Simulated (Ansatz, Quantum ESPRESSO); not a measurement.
# Ballistic transmission: 1 layers of Li in Pt(111), on the host's sites, part 2 of 4

Aim: the zero-bias transmission with pwcond for this junction: 1 layers of Li in Pt(111), on the host's sites.

Quantum ESPRESSO 7.5; plane-wave DFT, PBE, GBRV ultrasoft pseudopotentials; cross-check by Ansatz 0.2.0 with PAW datasets.

So far. Step 2 (SCF with pw.x): The run needed 27 iterations to bring the estimated error under 1e-07 Ry; the largest force on any atom, held or free, is 1.09 eV/Å.

## Step 3: Transmission with pwcond.x

Level of this step: transmission by pwcond, lead and junction from one cell; plane-wave DFT, PBE, GBRV ultrasoft pseudopotentials (Quantum ESPRESSO).

prefixt takes both regions from one run: the lead from 0 to bdl, the scattering region from bdl to bds (units of alat). ikind = 1 puts the same lead on both sides. The program's T_tot counts both spins in a run without spin; the tables below give T per spin.

File cond.in:

```
&inputcond
  outdir = './out'
  prefixt = 'scf'
  tran_file = 'cond.dat'
  bdl = 2.4494897442
  bds = 17.3923318915
  ikind = 1
  ewind = 4.0
  epsproj = 1e-05
  nz1 = 7
  energy0 = 0.4
  denergy = -0.4
/
10
  0.00000000 0.00000000 0.01562500
  0.00000000 0.12500000 0.09375000
  0.00000000 0.25000000 0.09375000
  0.00000000 0.37500000 0.09375000
  0.00000000 0.50000000 0.04687500
  0.12500000 0.25000000 0.09375000
  0.12500000 0.37500000 0.18750000
  0.12500000 0.50000000 0.18750000
  0.25000000 0.50000000 0.09375000
  0.25000000 0.62500000 0.09375000
3
```

Launch:

```bash
OMP_NUM_THREADS=1 mpirun -n 8 pwcond.x -in cond.in > cond.out
```

The program printed:

```text
[banner, memory and clock lines left out]
Program PWCOND v.7.5 starts

          URL

     ./out/scf.save/

     IMPORTANT: XC functional enforced from input :
     Exchange-correlation= PBE
                           (   1   4   3   4   0   0   0)
     Any further DFT definition will be discarded
     Please, verify this is what you really want

     negative rho (up, down):  3.456E+00 0.000E+00
     Reading collected, re-writing distributed wavefunctions

===== INPUT FILE containing all the regions =====

     GEOMETRY:

     lattice parameter (alat)  =       5.3049  a.u.
     the volume                =    2248.5967 (a.u.)^3
     the cross section         =      24.3713 (a.u.)^2
     l of the unit cell        =      17.3923 (alat)
     number of atoms/cell      =           21
     number of atomic types    =            2

     crystal axes: (cart. coord. in units of alat)
               a(1) = (  1.0000  0.0000  0.0000 )
               a(2) = (  0.5000  0.8660  0.0000 )
               a(3) = (  0.0000  0.0000 17.3923 )

   Cartesian axes

     site n.     atom                  positions (alat units)
          1        Pt     tau(  1)=(  0.0000  0.0000 17.3923  )
          2        Pt     tau(  2)=(  0.5000  0.2887  0.8165  )
          3        Pt     tau(  3)=(  1.0000  0.5774  1.6330  )
          4        Pt     tau(  4)=(  0.0000  0.0000  2.4495  )
          5        Pt     tau(  5)=(  0.5000  0.2887  3.2660  )
          6        Pt     tau(  6)=(  1.0000  0.5774  4.0825  )
          7        Pt     tau(  7)=(  0.0000  0.0000  4.8990  )
          8        Pt     tau(  8)=(  0.5000  0.2887  5.7155  )
          9        Pt     tau(  9)=(  1.0000  0.5774  6.5320  )
         10        Li     tau( 10)=(  0.0000  0.0000  7.4714  )
         11        Pt     tau( 11)=(  0.5000  0.2887  8.4109  )
         12        Pt     tau( 12)=(  1.0000  0.5774  9.2274  )
         13        Pt     tau( 13)=(  0.0000  0.0000 10.0439  )
         14        Pt     tau( 14)=(  0.5000  0.2887 10.8604  )
         15        Pt     tau( 15)=(  1.0000  0.5774 11.6769  )
         16        Pt     tau( 16)=(  0.0000  0.0000 12.4934  )
         17        Pt     tau( 17)=(  0.5000  0.2887 13.3098  )
         18        Pt     tau( 18)=(  1.0000  0.5774 14.1263  )
         19        Pt     tau( 19)=(  0.0000  0.0000 14.9428  )
         20        Pt     tau( 20)=(  0.5000  0.2887 15.7593  )
         21        Pt     tau( 21)=(  1.0000  0.5774 16.5758  )

     nr1s                      =           24
     nr2s                      =           24
     nr3s                      =          375
     nr1sx                     =           24
     nr2sx                     =           24
     nr3sx                     =          375
     nr1                       =           24
     nr2                       =           24
     nr3                       =          432
     nr1x                      =           24
     nr2x                      =           24
     nr3x                      =          432

 _______________________________
  Radii of nonlocal spheres:

     type       ibeta     ang. mom.          radius (alat units)
       Pt         1         0                    0.4683
       Pt         2         0                    0.4683
       Pt         3         1                    0.4683
       Pt         4         1                    0.4683
       Pt         5         2                    0.4683
       Pt         6         2                    0.4683
       Li         1         0                    0.3801
       Li         2         0                    0.3801
       Li         3         0                    0.3801
       Li         4         1                    0.3801
       Li         5         1                    0.3801
----- General information -----

--- T calc. with identical leads (ikind=1) ---

     nrx                       =           24
     nry                       =           24
     nz1                       =            7

     energy0               =         4.0E-01
     denergy               =        -4.0E-01
     nenergy               =          3
     ecut2d                =         4.0E+01
     ewind                 =         4.0E+00
     epsproj               =         1.0E-05

     number of k_|| points=   10
                       cryst. coord.
        k(    1) = (   0.0000000   0.0000000), wk =   0.0156250
        k(    2) = (   0.0000000   0.1250000), wk =   0.0937500
        k(    3) = (   0.0000000   0.2500000), wk =   0.0937500
        k(    4) = (   0.0000000   0.3750000), wk =   0.0937500
        k(    5) = (   0.0000000   0.5000000), wk =   0.0468750
        k(    6) = (   0.1250000   0.2500000), wk =   0.0937500
        k(    7) = (   0.1250000   0.3750000), wk =   0.1875000
        k(    8) = (   0.1250000   0.5000000), wk =   0.1875000
        k(    9) = (   0.2500000   0.5000000), wk =   0.0937500
        k(   10) = (   0.2500000   0.6250000), wk =   0.0937500
----- Information about left/right lead -----

     nocros                   =           18
     noins                    =           36
     norb                     =           72
     norbf                    =          333
     nrz                      =           53

      iorb      type   ibeta   ang. mom.   m       position (alat)
        1        1       1        0        1   taunew(   1)=(  0.0000  0.0000  0.0000)
        2        1       2        0        1   taunew(   2)=(  0.0000  0.0000  0.0000)
        3        1       3        1        1   taunew(   3)=(  0.0000  0.0000  0.0000)
        4        1       3        1        2   taunew(   4)=(  0.0000  0.0000  0.0000)
        5        1       3        1        3   taunew(   5)=(  0.0000  0.0000  0.0000)
        6        1       4        1        1   taunew(   6)=(  0.0000  0.0000  0.0000)
        7        1       4        1        2   taunew(   7)=(  0.0000  0.0000  0.0000)
        8        1       4        1        3   taunew(   8)=(  0.0000  0.0000  0.0000)
        9        1       5        2        1   taunew(   9)=(  0.0000  0.0000  0.0000)
       10        1       5        2        2   taunew(  10)=(  0.0000  0.0000  0.0000)
       11        1       5        2        3   taunew(  11)=(  0.0000  0.0000  0.0000)
       12        1       5        2        4   taunew(  12)=(  0.0000  0.0000  0.0000)
       13        1       5        2        5   taunew(  13)=(  0.0000  0.0000  0.0000)
       14        1       6        2        1   taunew(  14)=(  0.0000  0.0000  0.0000)
       15        1       6        2        2   taunew(  15)=(  0.0000  0.0000  0.0000)
       16        1       6        2        3   taunew(  16)=(  0.0000  0.0000  0.0000)
[...]
299        1       2        0        1   taunew( 299)=(  1.0000  0.5774 14.1263)
      300        1       3        1        1   taunew( 300)=(  1.0000  0.5774 14.1263)
      301        1       3        1        2   taunew( 301)=(  1.0000  0.5774 14.1263)
      302        1       3        1        3   taunew( 302)=(  1.0000  0.5774 14.1263)
      303        1       4        1        1   taunew( 303)=(  1.0000  0.5774 14.1263)
      304        1       4        1        2   taunew( 304)=(  1.0000  0.5774 14.1263)
      305        1       4        1        3   taunew( 305)=(  1.0000  0.5774 14.1263)
      306        1       5        2        1   taunew( 306)=(  1.0000  0.5774 14.1263)
      307        1       5        2        2   taunew( 307)=(  1.0000  0.5774 14.1263)
      308        1       5        2        3   taunew( 308)=(  1.0000  0.5774 14.1263)
      309        1       5        2        4   taunew( 309)=(  1.0000  0.5774 14.1263)
      310        1       5        2        5   taunew( 310)=(  1.0000  0.5774 14.1263)
      311        1       6        2        1   taunew( 311)=(  1.0000  0.5774 14.1263)
      312        1       6        2        2   taunew( 312)=(  1.0000  0.5774 14.1263)
      313        1       6        2        3   taunew( 313)=(  1.0000  0.5774 14.1263)
      314        1       6        2        4   taunew( 314)=(  1.0000  0.5774 14.1263)
      315        1       6        2        5   taunew( 315)=(  1.0000  0.5774 14.1263)
      316        1       1        0        1   taunew( 316)=(  0.0000  0.0000 14.9428)
      317        1       2        0        1   taunew( 317)=(  0.0000  0.0000 14.9428)
      318        1       3        1        1   taunew( 318)=(  0.0000  0.0000 14.9428)
      319        1       3        1        2   taunew( 319)=(  0.0000  0.0000 14.9428)
      320        1       3        1        3   taunew( 320)=(  0.0000  0.0000 14.9428)
      321        1       4        1        1   taunew( 321)=(  0.0000  0.0000 14.9428)
      322        1       4        1        2   taunew( 322)=(  0.0000  0.0000 14.9428)
      323        1       4        1        3   taunew( 323)=(  0.0000  0.0000 14.9428)
      324        1       5        2        1   taunew( 324)=(  0.0000  0.0000 14.9428)
      325        1       5        2        2   taunew( 325)=(  0.0000  0.0000 14.9428)
      326        1       5        2        3   taunew( 326)=(  0.0000  0.0000 14.9428)
      327        1       5        2        4   taunew( 327)=(  0.0000  0.0000 14.9428)
      328        1       5        2        5   taunew( 328)=(  0.0000  0.0000 14.9428)
      329        1       6        2        1   taunew( 329)=(  0.0000  0.0000 14.9428)
      330        1       6        2        2   taunew( 330)=(  0.0000  0.0000 14.9428)
      331        1       6        2        3   taunew( 331)=(  0.0000  0.0000 14.9428)
      332        1       6        2        4   taunew( 332)=(  0.0000  0.0000 14.9428)
      333        1       6        2        5   taunew( 333)=(  0.0000  0.0000 14.9428)
 ngper, shell number =           85          11
 ngper, n2d =           85          80
---  E-Ef =    0.4000000  k =    0.0000000   0.0000000
---  ie =          1  ik =          1
 Nchannels of the left tip =            0
 Right moving states:
   k1(2pi/a)   k2(2pi/a)   E-Ef (eV)
 Left moving states:
   k1(2pi/a)   k2(2pi/a)   E-Ef (eV)

 to transmit
          E-Ef(ev), T =    0.4000000   0.0000000
---  E-Ef =    0.0000000  k =    0.0000000   0.0000000
---  ie =          2  ik =          1
 Nchannels of the left tip =            2
 Right moving states:
   k1(2pi/a)   k2(2pi/a)   E-Ef (eV)
   0.4268304   0.0000001   0.0000000
   0.4268304   0.0000001   0.0000000
 Left moving states:
   k1(2pi/a)   k2(2pi/a)   E-Ef (eV)
  -0.4268304   0.0000001   0.0000000
  -0.4268304   0.0000001   0.0000000

 to transmit
 Band j to band i transmissions and reflections:
    j         i     |T_ij|^2    |R_ij|^2

    1 -->     1     0.00000     0.10613
    1 -->     2     0.00000     0.89387
   Total T_j, R_j =    0.00000  1.00000

    2 -->     1     0.00000     0.89387
    2 -->     2     0.00000     0.10613
   Total T_j, R_j =    0.00000  1.00000

E-Ef(ev), T(x2 spins) =    0.0000000   0.0000000
---  E-Ef =   -0.4000000  k =    0.0000000   0.0000000
---  ie =          3  ik =          1
 Nchannels of the left tip =            3
 Right moving states:
   k1(2pi/a)   k2(2pi/a)   E-Ef (eV)
   0.1591271   0.0000001  -0.4000000
   0.1591271   0.0000001  -0.4000000
   0.4487586   0.0000002  -0.4000000
 Left moving states:
   k1(2pi/a)   k2(2pi/a)   E-Ef (eV)
  -0.1591271   0.0000001  -0.4000000
  -0.1591271   0.0000001  -0.4000000
  -0.4487586   0.0000002  -0.4000000

 to transmit
 Band j to band i transmissions and reflections:
    j         i     |T_ij|^2    |R_ij|^2

    1 -->     1     0.00000     0.99805
    1 -->     2     0.00000     0.00195
    1 -->     3     0.00000     0.00000
   Total T_j, R_j =    0.00000  1.00000

    2 -->     1     0.00000     0.00195
    2 -->     2     0.00000     0.99805
    2 -->     3     0.00000     0.00000
   Total T_j, R_j =    0.00000  1.00000

    3 -->     1     0.00000     0.00000
    3 -->     2     0.00000     0.00000
    3 -->     3     0.98996     0.01004
   Total T_j, R_j =    0.98996  0.01004

E-Ef(ev), T(x2 spins) =   -0.4000000   1.9799289
 ngper, shell number =           79          42
 ngper, n2d =           79          78
[... further energies and points left out ...]
---  E-Ef =    0.4000000  k =    0.2500000   0.6250000
---  ie =          1  ik =         10
 Nchannels of the left tip =            0
 Right moving states:
   k1(2pi/a)   k2(2pi/a)   E-Ef (eV)
 Left moving states:
   k1(2pi/a)   k2(2pi/a)   E-Ef (eV)

 to transmit
          E-Ef(ev), T =    0.4000000   0.0000000
---  E-Ef =    0.0000000  k =    0.2500000   0.6250000
---  ie =          2  ik =         10
 Nchannels of the left tip =            2
 Right moving states:
   k1(2pi/a)   k2(2pi/a)   E-Ef (eV)
   0.2382528  -0.0000001   0.0000000
  -0.4659985  -0.0000002   0.0000000
 Left moving states:
   k1(2pi/a)   k2(2pi/a)   E-Ef (eV)
  -0.2382528  -0.0000001   0.0000000
   0.4659985  -0.0000002   0.0000000

 to transmit
 Band j to band i transmissions and reflections:
    j         i     |T_ij|^2    |R_ij|^2

    1 -->     1     0.00119     0.30724
    1 -->     2     0.00086     0.69071
   Total T_j, R_j =    0.00205  0.99795

    2 -->     1     0.00082     0.69071
    2 -->     2     0.00293     0.30554
   Total T_j, R_j =    0.00375  0.99625

E-Ef(ev), T(x2 spins) =    0.0000000   0.0115902
---  E-Ef =   -0.4000000  k =    0.2500000   0.6250000
---  ie =          3  ik =         10
 Nchannels of the left tip =            2
 Right moving states:
   k1(2pi/a)   k2(2pi/a)   E-Ef (eV)
   0.2484743  -0.0000001  -0.4000000
   0.2768680  -0.0000001  -0.4000000
 Left moving states:
   k1(2pi/a)   k2(2pi/a)   E-Ef (eV)
  -0.2484743  -0.0000001  -0.4000000
  -0.2768680  -0.0000001  -0.4000000

 to transmit
 Band j to band i transmissions and reflections:
    j         i     |T_ij|^2    |R_ij|^2

    1 -->     1     0.00753     0.44865
    1 -->     2     0.00254     0.54129
   Total T_j, R_j =    0.01007  0.98993

    2 -->     1     0.00236     0.54129
    2 -->     2     0.00188     0.45448
   Total T_j, R_j =    0.00424  0.99576

E-Ef(ev), T(x2 spins) =   -0.4000000   0.0286085
   T_tot     0.40000      0.50763E+00
   T_tot     0.00000      0.32889E+00
   T_tot    -0.40000      0.42091E+00

Note: The following floating-point exceptions are signalling: IEEE_UNDERFLOW_FLAG
Note: The following floating-point exceptions are signalling: IEEE_UNDERFLOW_FLAG
Note: The following floating-point exceptions are signalling: IEEE_UNDERFLOW_FLAG
Note: The following floating-point exceptions are signalling: IEEE_UNDERFLOW_FLAG
Note: The following floating-point exceptions are signalling: IEEE_UNDERFLOW_FLAG
Note: The following floating-point exceptions are signalling: IEEE_UNDERFLOW_FLAG
Note: The following floating-point exceptions are signalling: IEEE_UNDERFLOW_FLAG
Note: The following floating-point exceptions are signalling: IEEE_UNDERFLOW_FLAG
```

Wall time 74 s (8 MPI ranks of Arm Neoverse N1, shared host); peak memory 0.62 GiB; 9.9 min of CPU time.

This step gave:

| Quantity | Value |
| --- | --- |
| lead channels at the Fermi level, one spin | 2.141 |
| transmission at the Fermi level, one spin | 0.1644 |
| conductance | 0.1644 G₀ |

Per spin; mean over the k mesh across the current. Table of open channels, zone mean by energy, zero at the Fermi level:

| energy (eV) | open channels, zone mean |
| --- | --- |
| -0.400 | 2.06 |
| 0.000 | 2.14 |
| 0.400 | 0.984 |

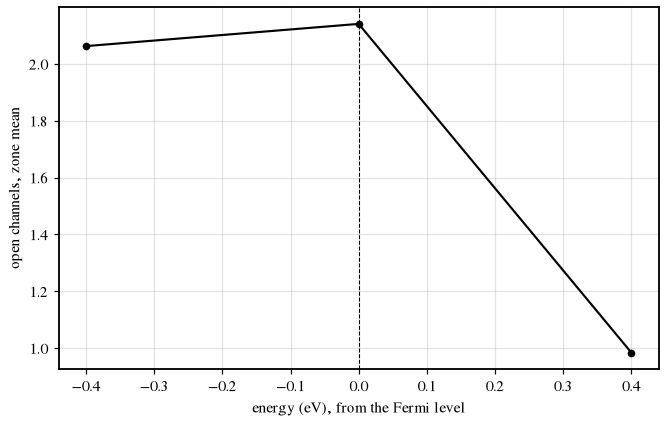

Open channels, zone mean, plotted against energy.

Per spin; mean over the k mesh across the current. Transmission, zone mean against energy, zero at the Fermi level:

| energy (eV) | transmission, zone mean |
| --- | --- |
| -0.400 | 0.210 |
| 0.000 | 0.164 |
| 0.400 | 0.254 |

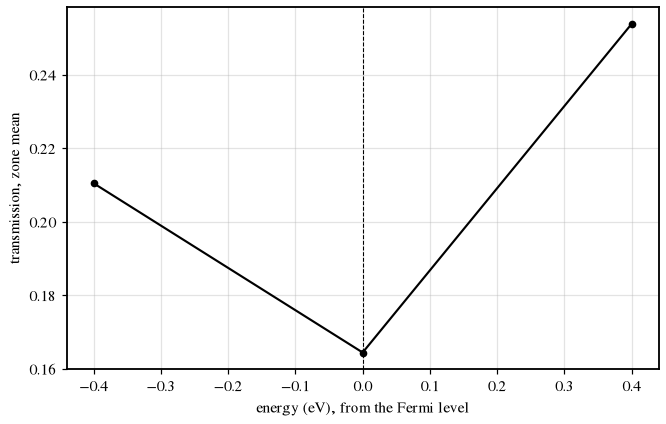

Transmission, zone mean, plotted against energy.

At 0.000 eV; k in fractions of b1, b2. Transmission by k point:

| k1 | k2 | weight | t | channels |
| --- | --- | --- | --- | --- |
| 0 | 0 | 0.01562 | 0 | 2 |
| 0 | 0.125 | 0.09375 | 0.319 | 2 |
| 0 | 0.25 | 0.09375 | 0.3623 | 2 |
| 0 | 0.375 | 0.09375 | 0.2788 | 2 |
| 0 | 0.5 | 0.04688 | 0.04864 | 1 |
| 0.125 | 0.25 | 0.09375 | 0.3016 | 1 |
| 0.125 | 0.375 | 0.1875 | 0.1678 | 3 |
| 0.125 | 0.5 | 0.1875 | 0.05611 | 2 |
| 0.25 | 0.5 | 0.09375 | 0.0144 | 3 |
| 0.25 | 0.625 | 0.09375 | 0.005795 | 2 |

The program's own clock; routines nest. Time by routine:

| routine | wall time (s) | calls |
| --- | --- | --- |
| PWCOND | 73.66 | 1 |
| scatter_forw | 58.73 | 60 |
| compbs | 5.89 | 30 |
| compbs_2 | 4.91 | 30 |
| local | 3.21 | 10 |
| init | 1.1 | 1 |
| poten | 0.12 | 1 |

The run is unpolarised; a magnetic state was not tried, may lie lower and would change T.

At no point does T exceed the number of channels.

(Continued in part 3 of 4.)

[Logs are printed without paths, hosts, clocks, repeated set-up lines and the standing remarks that a program may print on its own settings, such as how far it seeks lower states.]

[Hosts, paths, dates, database ids (printed as entryN), source tags and the programs' standing remarks are cut or masked in the printed files.]

[Maps of the electrostatic potential energy from Ansatz leave out the sawtooth potential of an applied field or a dipole correction, so their vacuum need not be flat; planar profiles and work functions include it.]
